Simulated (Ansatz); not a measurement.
# Calculations on ZnS

Part 1: Relaxation

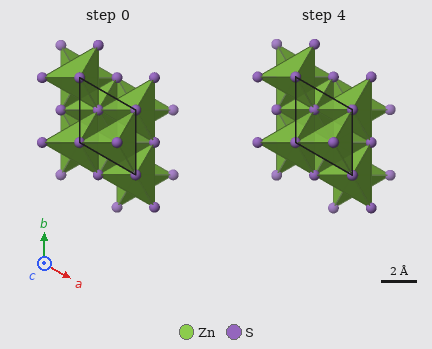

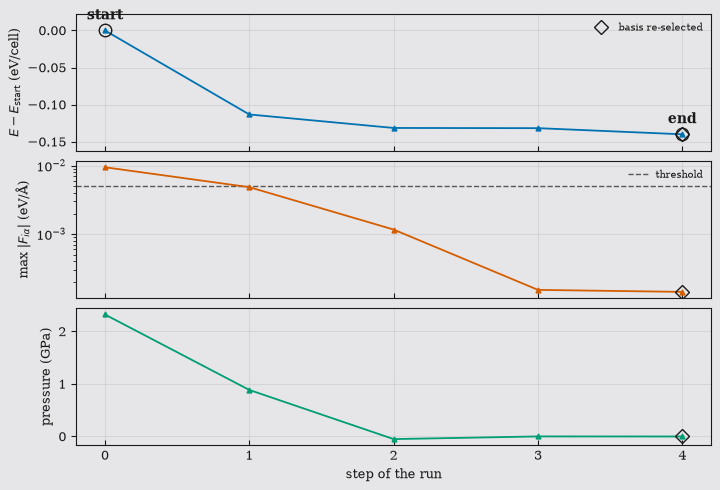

First and last geometry of a relaxation of solid ZnS (set up in P6_3mc), with the history of the run. A polyhedral model of the cell of the calculation, seen along the c axis.

Method: DFT PBE, scalar-relativistic, plane waves, PAW in Ansatz 0.2.0. (plane-wave cutoff 420 eV; k-point mesh 12 × 12 × 1; occupations gaussian; smearing width 0.02 eV; no spin polarisation; cell and atoms relaxed; force threshold 0.005 eV/Å; at most 80 steps)

Did the run converge, and what did it change?

It converged. Over 3 accepted moves (4 points after the start) the energy falls by 0.140 eV per cell of the calculation. The largest force component goes from 0.0095 to 0.00014 eV/Å. The pressure goes from 2.32 to 0.00 GPa. At 1 point the geometry stayed and the basis and grid were re-selected for the new cell (energy shift of 8.3 meV per cell of the calculation at most each time). No atom moves by more than 0.005 Å relative to the cell. The drawn cell changes as follows: a = b 3.807 → 3.849 Å (+1.1 %), c 49.828 → 50.308 Å (+1.0 %); the volume changes by +3.2 %. Near-neighbour distances that change, for instance: S–Zn 2.336 → 2.361 Å. The space group stays P6_3mc (No. 186).

Part 2: Dynamics

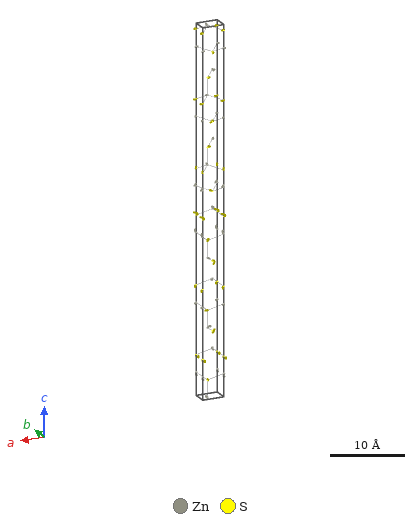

First-principles dynamics of a 32-atom cell of ZnS (set up in P6_3mc), 114 fs long. It starts from the last geometry of an earlier run, with fresh velocities. Lines trace each atom's path, in the colour of its element; spheres stand at the starting positions. Seen from a free direction in the simulation cell.

Computed with Ansatz 0.2.0, DFT PBE, scalar-relativistic, plane waves, PAW. Set-up: plane-wave cutoff 420 eV; k-point mesh 3 × 3 × 1; Fermi-Dirac smearing 0.103 eV; volume 1.06 times that of the relaxed crystal; Langevin thermostat (NVT); set temperature 1200 K; time step 3 fs; friction 0.02 per fs.

Input file:
```yaml
crystal:
  lattice:
    - [3.9240838351, 0.0, 0.0]
    - [-1.9620419176, 3.3983562878, 0.0]
    - [0.0, 0.0, 51.2942519253]
  atoms:
    - { symbol: Zn, position: [0.3333333333, 0.6666666667, 0.5000025999] }
    - { symbol: Zn, position: [0.3333333333, 0.6666666667, 0.874961309] }
    - { symbol: Zn, position: [0.6666666667, 0.3333333333, 0.1875197167] }
    - { symbol: Zn, position: [0.0, 0.0, 0.4374378952] }
    - { symbol: Zn, position: [0.3333333333, 0.6666666667, 0.125039257] }
    - { symbol: Zn, position: [0.6666666667, 0.3333333333, 2.5999e-06] }
    - { symbol: Zn, position: [0.6666666667, 0.3333333333, 0.625039257] }
    - { symbol: Zn, position: [0.0, 0.0, 0.2500002573] }
    - { symbol: Zn, position: [0.0, 0.0, 0.9374378952] }
    - { symbol: Zn, position: [0.6666666667, 0.3333333333, 0.8124808596] }
    - { symbol: Zn, position: [0.3333333333, 0.6666666667, 0.6875197167] }
    - { symbol: Zn, position: [0.0, 0.0, 0.7500002573] }
    - { symbol: Zn, position: [0.6666666667, 0.3333333333, 0.374961309] }
    - { symbol: Zn, position: [0.0, 0.0, 0.5625736096] }
    - { symbol: Zn, position: [0.3333333333, 0.6666666667, 0.3124808596] }
    - { symbol: Zn, position: [0.0, 0.0, 0.0625736096] }
    - { symbol: S, position: [0.6666666667, 0.3333333333, 0.0469404596] }
    - { symbol: S, position: [0.0, 0.0, 0.1094187017] }
    - { symbol: S, position: [0.3333333333, 0.6666666667, 0.3593394932] }
    - { symbol: S, position: [0.6666666667, 0.3333333333, 0.4218200596] }
    - { symbol: S, position: [0.6666666667, 0.3333333333, 0.6718978903] }
    - { symbol: S, position: [0.3333333333, 0.6666666667, 0.5469404596] }
    - { symbol: S, position: [0.6666666667, 0.3333333333, 0.8593394932] }
    - { symbol: S, position: [0.0, 0.0, 0.4842923667] }
    - { symbol: S, position: [0.0, 0.0, 0.9842923667] }
    - { symbol: S, position: [0.0, 0.0, 0.7968590413] }
    - { symbol: S, position: [0.3333333333, 0.6666666667, 0.7343784832] }
    - { symbol: S, position: [0.0, 0.0, 0.2968590413] }
    - { symbol: S, position: [0.3333333333, 0.6666666667, 0.9218200596] }
    - { symbol: S, position: [0.0, 0.0, 0.6094187017] }
    - { symbol: S, position: [0.3333333333, 0.6666666667, 0.1718978903] }
    - { symbol: S, position: [0.6666666667, 0.3333333333, 0.2343784832] }
basis:
  ecutwfc: 420
kpoints:
  mp_grid: { grid: [3, 3, 1], shift: [0.0, 0.0, 0.0] }
hamiltonian:
  xc: pbe
scf:
  occupations: { method: fermi_dirac, width: 0.1034 }
  lower_state_search: "off"
  convergence: { dr2_threshold: 1.0e-07 }
output:
  forces: true
  stress: true
md:
  timestep: 3.0
  n_steps: 38
  ensemble: nvt_langevin
  temperature: 1200.0
  initial_velocities: maxwell_boltzmann
  seed: 40240
  friction: 0.02
```

Command:
```bash
ansatz run input.yaml --threads 4 --pin off --max-ram 9216MiB --backend cpu --events-out ev --progress --plain --runs-dir out
```

**Describe the motion.**

Root-mean-square distances from the starting positions over the second half, with the common drift of all atoms taken out: S 0.40 Å, Zn 0.38 Å. The run lasts only 114 fs, too short to tell vibration from diffusion. Over the second half the temperature averages 1345 K (spread ±175 K). The temperature is still climbing (1010 K in the second quarter, 1454 K in the last), so the run isn't equilibrated. The potential energy is still drifting at the end, so the run hasn't reached equilibrium. The potential energy in the second half lies on average 120 meV per atom above the first frame. The mean pressure there is −0.7 GPa.

The run took 20 min on 4 threads of Intel(R) Xeon(R) Processor @ 2.50GHz (Skylake/Cascade Lake) (shared host), peak memory 2.7 GiB.

Part 3: Dynamics

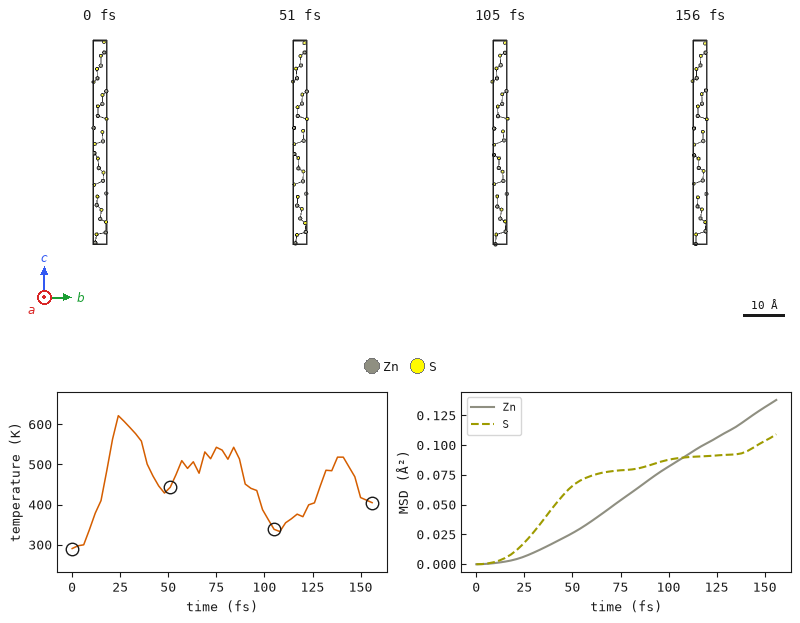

Molecular dynamics of a 32-atom cell of ZnS, 156 fs long. It starts from the last geometry of an earlier run, with fresh velocities. Frames and the history of the run. Style: ball-and-stick. Shown: the simulation cell, along the a axis. Bonds to atoms that aren't drawn are left out.

Level of theory: DFT PBE, scalar-relativistic, plane waves, PAW in Ansatz. Settings: plane-wave cutoff 420 eV; k-point mesh 3 × 3 × 1; Fermi-Dirac smearing 0.0259 eV; volume 1.03 times that of the relaxed crystal; Langevin thermostat (NVT); set temperature 300 K; time step 3 fs; friction 0.02 per fs.

Question: What do the frames and curves show?

Answer: Root-mean-square distances from the starting positions over the second half, with the common drift of all atoms taken out: Zn 0.31 Å, S 0.30 Å. That is small against the typical shortest distance between atoms in the first frame, about 2.2 Å: the atoms vibrate about their sites and the arrangement holds. The mean temperature in the second half is 436 K (standard deviation 63 K). That is above the set 300 K, because the structure releases potential energy faster than the thermostat removes it. The potential energy in the second half lies on average 108 meV per atom below the first frame. The mean pressure there is −0.5 GPa.

Cost: 23 min on 4 threads of Intel(R) Xeon(R) Processor @ 2.50GHz (Skylake/Cascade Lake) (shared host), peak memory 2.6 GiB.
